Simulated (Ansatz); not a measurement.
System: Si2W.

```cif
data_structure
_symmetry_space_group_name_H-M 'P 1'
_symmetry_Int_Tables_number 1
_cell_length_a 3.2115
_cell_length_b 4.5149
_cell_length_c 6.4037
_cell_angle_alpha 69.614
_cell_angle_beta 75.478
_cell_angle_gamma 69.166
_cell_volume 80.49
loop_
_atom_site_label
_atom_site_type_symbol
_atom_site_fract_x
_atom_site_fract_y
_atom_site_fract_z
_atom_site_occupancy
Si1 Si 0.33480 0.99779 0.33260 1
Si2 Si 0.33481 0.49779 0.83260 1
Si3 Si 0.66520 0.50222 0.16740 1
Si4 Si 0.66519 0.00222 0.66740 1
W1 W 0.00000 0.00000 0.00000 1
W2 W 0.00000 0.50000 0.50000 1
```

Space group I4/mmm.

These are results of DFT r2SCAN, scalar-relativistic, plane waves, PAW (Ansatz), not measurements.

Question: What can the converged valence pseudo-density and electron localisation function tell about the bonding?

Answer: Si–W (2.61 Å): ρ is about 0.43 e/Å³ halfway; the ELF peaks at about 0.75 in the valence shell of Si, 0.9 Å from its nucleus, and is about 0.45 at the midpoint.

Question: Does the calculation make it a metal, or give it a gap?

Answer: It is metallic or semimetallic at this level of theory: no gap opens.

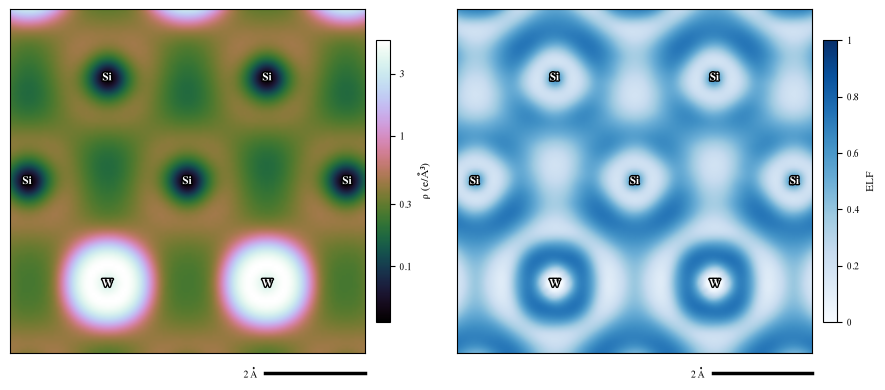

Computed valence pseudo-density and electron localisation function on the (010) plane of the calculation cell, in this order. 

Core electrons are frozen (PAW), and the valence fields are smoothed inside the atomic spheres.
